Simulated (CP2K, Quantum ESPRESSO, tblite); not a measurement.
**(13,0) blue phosphorene nanotube (52 atoms) in tblite**

How near does tblite come to plane waves for (13,0) blue phosphorene nanotube (52 atoms)?

Program: tblite 0.8.0. Level of theory: the method is named at each step. Results are calculated unless marked as measured.

## (1) The structure

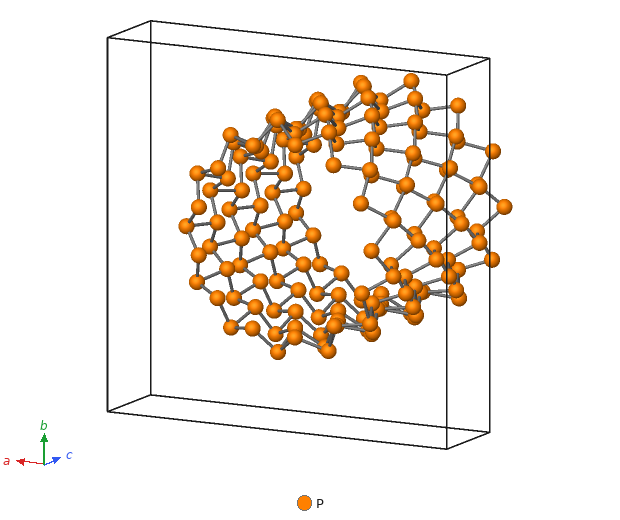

Start, viewed at a slant to the c axis; phosphorus orange. 1×1×3 cells are drawn.

The cell holds 52 atoms: 52 P. Its edges and angles: a = 23.813 Å, b = 23.705 Å, c = 5.681 Å, α = 90.0°, β = 90.0°, γ = 90.0°. It derives from P (blue phosphorene). Blue phosphorene sheet (a = 3.28 Å) rolled into a (13,0) tube of diameter 13.57 Å, 1 period, 9 Å of vacuum; not relaxed, displaced by a Gaussian of 0.02 Å. Then every atom was moved at random, 0.02 Å r.m.s. a Cartesian component. Vacuum lies along a and b. The structure's axis is c.

The yardstick, on the same geometry:

| Quantity | Value |
| --- | --- |
| method | Kohn-Sham DFT, PBE, SSSP efficiency 1.3.0 pseudopotentials, plane waves (Quantum ESPRESSO 7.5); sssp-pbe-1.3.0-efficiency, cutoffs 45/360 Ry, Γ point |
| r.m.s. force component | 0.611 eV/Å |
| longest force | 2.244 eV/Å |
| gap (highest filled to lowest empty level) | 1.706 eV |
| time | 8.4 min on 2 MPI ranks of Arm Neoverse V2, shared host |
| CPU time | 17 min |

## (2) GFN2-xTB

Method: GFN2-xTB tight binding, diagonalisation.

Input file run.py:

```python
import numpy as np
from ase.io import read
from tblite.ase import TBLite

atoms = read("structure.xyz")
atoms.calc = TBLite(method="GFN2-xTB", electronic_temperature=580, accuracy=1.0, max_iterations=250, mixer_damping=0.1, verbosity=1)
energy = atoms.get_potential_energy()
forces = atoms.get_forces()
print(f"energy {energy:.6f} eV")
print("forces (eV/A)")
for i, (a, f) in enumerate(zip(atoms, forces)):
    print(f"{i:4d} {a.symbol:2s} {f[0]:10.5f} {f[1]:10.5f} {f[2]:10.5f}")
print("charges (e)")
print(np.array2string(atoms.get_charges(), precision=4, suppress_small=True, max_line_width=110, threshold=100000))
```

Input file structure.xyz:

```xyz
52
Lattice="23.81273 0.00000 0.00000 0.00000 23.70473 0.00000 0.00000 0.00000 5.68113" Properties=species:S:1:pos:R:3 pbc="T T T"
P 19.24140 11.84336 1.86699
P 17.89741 13.35027 0.97545
P 18.49320 15.25542 1.90625
P 16.53461 15.95897 0.96483
P 19.08971 13.59371 4.72261
P 17.36472 14.69693 3.78715
P 16.14074 17.93002 1.86875
P 14.07070 17.63822 0.93903
P 17.45068 16.78342 4.74897
P 15.39326 16.95220 3.82283
P 12.85268 19.20012 1.90005
P 11.13579 17.96344 0.98687
P 14.53529 18.73053 4.70523
P 12.70362 17.97814 3.80068
P 9.23434 18.77557 1.87148
P 8.43923 16.95433 0.96647
P 11.02196 19.18732 4.73488
P 9.73822 17.64153 3.78937
P 6.36967 16.67912 1.89204
P 6.50040 14.72182 0.93261
P 7.73557 17.95870 4.73738
P 7.26050 15.91370 3.75699
P 4.70254 13.65013 1.87046
P 5.75244 11.80472 0.93000
P 5.30476 15.30567 4.76687
P 5.87293 13.32633 3.78630
P 4.74350 10.09490 1.91909
P 6.43229 9.03529 0.92767
P 4.52704 11.85023 4.80777
P 5.90651 10.35304 3.77755
P 6.36610 6.93197 1.90011
P 8.38494 6.76533 0.96255
P 5.36001 8.42988 4.74391
P 7.25502 7.77823 3.82113
P 9.28292 4.92371 1.89437
P 11.14888 5.77329 0.94926
P 7.67079 5.75338 4.73920
P 9.70845 6.14213 3.77096
P 12.80768 4.51196 1.85006
P 14.09952 6.04471 0.93341
P 11.02101 4.47640 4.69318
P 12.60408 5.72019 3.73767
P 16.12169 5.73062 1.89380
P 16.55080 7.73272 0.91449
P 14.49457 4.94789 4.71835
P 15.41493 6.74660 3.77227
P 18.50844 8.37749 1.87000
P 17.90479 10.30302 0.97079
P 17.42354 6.94952 4.71227
P 17.38901 8.96276 3.76062
P 19.10186 10.02995 4.70659
P 18.09386 11.83150 3.80670
```

Launch:

```sh
> OMP_NUM_THREADS=1 python run.py > output.txt
```

Log:

```text
------------------------------------------------------------
  cycle        total energy    energy error   density error
------------------------------------------------------------
      1     -131.9842332968  -1.3231873E+02   3.4531337E-01
      2     -132.0028185673  -1.8585271E-02   3.1334268E-01
      3     -131.9305704133   7.2248154E-02   8.4032134E-02
      4     -131.9972535185  -6.6683105E-02   3.6882667E-02
      5     -132.0158614152  -1.8607897E-02   2.7621365E-02
      6     -132.0242244216  -8.3630064E-03   9.4053344E-03
      7     -132.0254406026  -1.2161810E-03   3.1842211E-03
      8     -132.0254804543  -3.9851663E-05   1.6822771E-03
      9     -132.0254913405  -1.0886179E-05   4.8994270E-04
     10     -132.0254929732  -1.6327505E-06   3.1842709E-04
     11     -132.0254941443  -1.1710373E-06   2.3494632E-04
     12     -132.0254951870  -1.0426786E-06   8.9804505E-05
     13     -132.0254953737  -1.8676215E-07   2.0721107E-05
     14     -132.0254953753  -1.5650699E-09   1.3340192E-05
------------------------------------------------------------
 total:                                   1.541 sec
energy -3592.596720 eV
forces (eV/A)
   0 P    -0.00230   -0.16282    0.77607
   1 P     0.26254   -0.10776   -1.02767
   2 P    -0.83890    0.13430    0.58471
   3 P     0.83706    0.10252   -0.56930
   4 P    -0.60252    0.09812    0.71504
   5 P     0.75347    0.73683   -0.31383
   6 P    -0.81356   -0.38236    0.83436
   7 P     0.76055    0.18266   -0.44485
   8 P    -0.67155   -0.92930    0.30428
   9 P     1.03154   -0.18339   -1.10832
  10 P    -0.74071   -0.57392    0.48483
  11 P     0.29072    1.05856   -0.60902
  12 P     0.05730    0.58593    1.15408
  13 P    -0.80692    0.48172   -0.80826
  14 P     0.63773   -0.14874    0.91375
  15 P    -0.89967   -0.04294   -0.75807
  16 P     0.39786   -0.75228    0.65785
  17 P    -0.41751    0.50379   -0.70450
  18 P     0.55777    0.43570    0.27035
  19 P    -1.22772   -0.34961   -0.59074
  20 P     0.20895   -1.04091    0.33237
  21 P    -0.39168    0.68894    0.32447
  22 P     1.33815   -0.54725    0.30973
  23 P    -0.41534    0.86484    0.30665
[...]
44 P    -0.16673    0.29660    0.25999
  45 P     0.15280   -0.30691   -0.58151
  46 P    -0.75841    0.04892    0.62260
  47 P     0.49894    0.13334   -1.02261
  48 P    -0.11652    0.04912    0.39118
  49 P     0.52214   -0.28195   -0.67365
  50 P    -0.65656    0.33233    0.77141
  51 P     0.33320   -0.22147   -0.50732
charges (e)
[-0.0241  0.0139 -0.0128  0.0106 -0.0146  0.019  -0.0128  0.0153 -0.0136  0.013  -0.0114  0.0181 -0.0163
  0.0131 -0.0108  0.0118 -0.0149  0.0137 -0.0172  0.018  -0.0148  0.0132 -0.0138  0.0116 -0.0052  0.0079
 -0.0107  0.0183 -0.0152  0.0128 -0.0141  0.0069 -0.0123  0.0097 -0.0075  0.0207 -0.012   0.0188 -0.0139
  0.0084 -0.0057  0.0108 -0.016   0.014  -0.0208  0.0137 -0.0109  0.0142 -0.0179  0.0159 -0.0157  0.0116]
```

Elapsed: 2 s, on 1 thread of Arm Neoverse V2, shared host; peak memory 0.12 GiB.

Banners, paths, timers and routine set-up lines are dropped from the logs unmarked, and long logs keep their key lines alone; longer cuts are marked.

Numbers from this run, and their distance from the reference:

- r.m.s. force component: 0.6092 eV/Å
- r.m.s. difference of force components: 622.6 meV/Å
- longest difference of force vectors: 1321 meV/Å
- force difference over r.m.s. force: 101.9 %
- slope of forces against the reference's: 0.4778
- correlation of force components: 0.4793

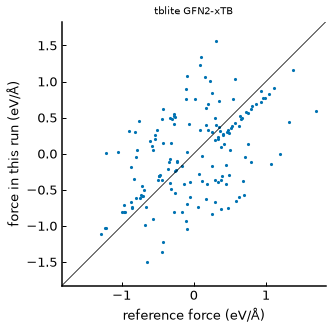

Force components against those of the reference; the line marks equality.

Local excerpt of 10 atoms (numbers count through the whole input) about P41, which bears the longest force; x, y, z are measured from there.

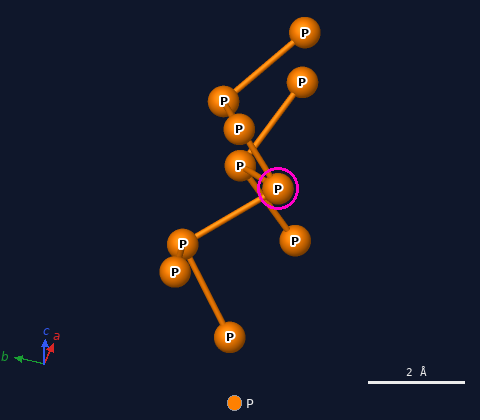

The atoms of the table, within 3.6 Å (arrows a, b, c point along x, y, z); some may hide others; the central atom is ringed.

| atom | x | y | z | distance (Å) | Mulliken charge (e) | Fx | Fy | Fz (eV/Å) |
| --- | --- | --- | --- | --- | --- | --- | --- | --- |
| P41 | 0.00 | 0.00 | 0.00 | 0.00 | -0.01 | -0.30 | 1.56 | 0.69 |
| P42 | 1.58 | 1.24 | -0.96 | 2.23 | 0.01 | 0.36 | -0.63 | -0.29 |
| P38 | -1.31 | 1.67 | -0.92 | 2.31 | 0.02 | -0.39 | -1.50 | -0.21 |
| P36 | 0.13 | 1.30 | 1.94 | 2.33 | 0.02 | -0.03 | -1.36 | -0.81 |
| P35 | -1.74 | 0.45 | -2.80 | 3.32 | -0.01 | 0.41 | 1.07 | 0.50 |
| P39 | 1.79 | 0.04 | 2.84 | 3.35 | -0.01 | -0.49 | 0.46 | 0.56 |
| P39 | 1.79 | 0.04 | -2.84 | 3.36 | -0.01 | -0.49 | 0.46 | 0.56 |
| P35 | -1.74 | 0.45 | 2.88 | 3.40 | -0.01 | 0.41 | 1.07 | 0.50 |
| P45 | 3.47 | 0.47 | 0.03 | 3.51 | -0.02 | -0.17 | 0.30 | 0.26 |
| P37 | -3.35 | 1.28 | 0.05 | 3.59 | -0.01 | 0.76 | 0.90 | 0.35 |

Atoms are counted from 1 here, from 0 in the log.

Forces lie 102 % from the reference's, at 0.0020 times its CPU time (on 1 against 2 cores).

## (3) Results

- force difference from the reference: tblite GFN2-xTB, 102 %
- its CPU time: 2 s

In words: Tight binding differs by 102 % (tblite GFN2-xTB); it is another model, with fitted parameters of its own, and the xTB methods hold dispersion. One electronic-structure run takes under half the reference's CPU time: tblite GFN2-xTB, at 102 % in 2 s against 17 min, too far off to be of use. Periodic xTB results under one method name differ between programs and library versions. The cell is under 6 Å thick along one periodic direction, so every atom has periodic images of itself close by, which move with it and show among its neighbours and in g(r). The electronic-structure runs sample only Γ, in a cell whose periodic width is 6 Å.

[Also dropped from logs without a mark: logging warnings of Python, and SIESTA's first energy breakdown and zero terms.]

[Logs are printed without paths, hosts, clocks, repeated set-up lines and the standing remarks that a program may print on its own settings, such as how far it seeks lower states.]

[Hosts, paths, dates, database ids (printed as entryN), source tags and the programs' standing remarks are cut or masked in the printed files.]
